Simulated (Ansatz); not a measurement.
## Electronic structure of Si2Mo in real space

The calculation's input:

```
crystal:
  lattice:
    - [4.5744403908, 0.0, 0.0]
    - [-2.2872201954, 3.9615815865, 0.0]
    - [0.0, 0.0, 6.5665572496]
  atoms:
    - { symbol: Si, position: [0.1559072246, 0.8237710054, 0.8200459786] }
    - { symbol: Si, position: [0.3172167639, 0.1513036301, 0.1571142675] }
    - { symbol: Si, position: [0.8255160741, 0.6567444143, 0.4962650445] }
    - { symbol: Si, position: [0.8275710941, 0.1521071359, 0.846620688] }
    - { symbol: Si, position: [0.660544503, 0.8229674996, 0.1762190658] }
    - { symbol: Si, position: [0.1538522045, 0.3134166752, 0.5037349555] }
    - { symbol: Mo, position: [0.5055335625, 0.0067496023, 0.5] }
    - { symbol: Mo, position: [0.0050304318, 0.5080363929, 0.1666666667] }
    - { symbol: Mo, position: [0.5068203531, 0.5085395236, 0.8333333333] }
basis:
  ecutwfc: 420
kpoints:
  mp_grid: { grid: [12, 12, 6] }
hamiltonian:
  xc: pbesol
scf:
  occupations: { method: gaussian, width: 0.15 }
output:
  forces: true
  stress: true
  eigenvalues: true
  write_density: true
  write_potential: true
  elf: true
  volumetric_format: npy
```

Command:

```sh
ansatz run input.yaml --threads 2 --pin off --max-ram 5120MiB --backend cpu --events-out ev --progress --plain --runs-dir out
```

Below, planes, directions and counts refer to the conventional cell (a = 4.57 Å, b = 4.57 Å, c = 6.57 Å, α = 90.00°, β = 90.00°, γ = 120.00°).

Space group P1; a structure from a database of computed crystals, not necessarily the ambient phase; not relaxed (largest force 0.7 eV/Å); computed without spin polarisation.

Level of theory: DFT PBEsol, scalar-relativistic, plane waves, PAW (Ansatz 0.2.0).

Core electrons are frozen (PAW), and the valence fields are smoothed inside the atomic spheres.

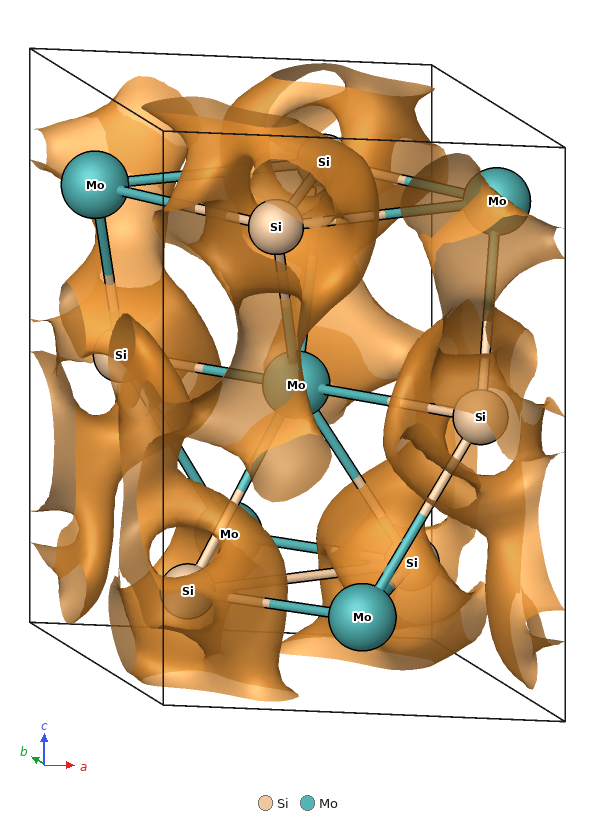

Figure 1. Isosurface of the electron localisation function at 0.6 (orange), seen slightly off an axis. Only the valence region is drawn (cores and ρ < 0.01 e/Å³ removed). Sticks mark near contacts.

Describe the localisation domains.

Answer. At this value the surface marks out channels that run through the cell in one direction, counted in one cell of 9 atoms. Regions shared between cells count once. Along the contacts the grid gives the following. Si–Si (2.48 Å): the ELF peaks at about 0.70 between the atoms. Si–Mo (2.52 Å): the ELF peaks at about 0.70 in the valence shell of Si, 0.9 Å from its nucleus, and is about 0.40 at the midpoint.

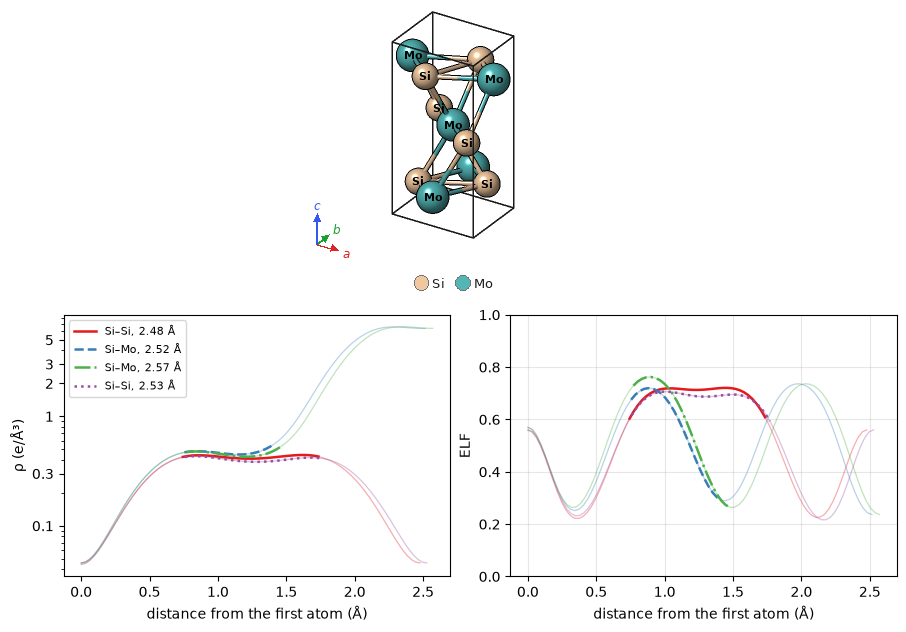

Figure 2. Valence pseudo-density and ELF along straight lines between neighbouring atoms. Thin, pale parts lie inside the atomic spheres. The structure is drawn too.

What can be read from the curves?

Answer. Si–Si (2.48 Å): ρ at the midpoint is about 0.41 e/Å³; the ELF peaks at about 0.70 between the atoms.
Si–Mo (2.52 Å): ρ at the midpoint is about 0.46 e/Å³; the ELF peaks at about 0.70 in the valence shell of Si, 0.9 Å from its nucleus, and is about 0.40 at the midpoint.
Si–Mo (2.57 Å): ρ is about 0.43 e/Å³ halfway; the ELF peaks at about 0.75 in the valence shell of Si, 0.9 Å from its nucleus, and is about 0.40 at the midpoint.
Si–Si (2.53 Å): the density is about 0.38 e/Å³ at the midpoint; the ELF peaks at about 0.70 between the atoms.
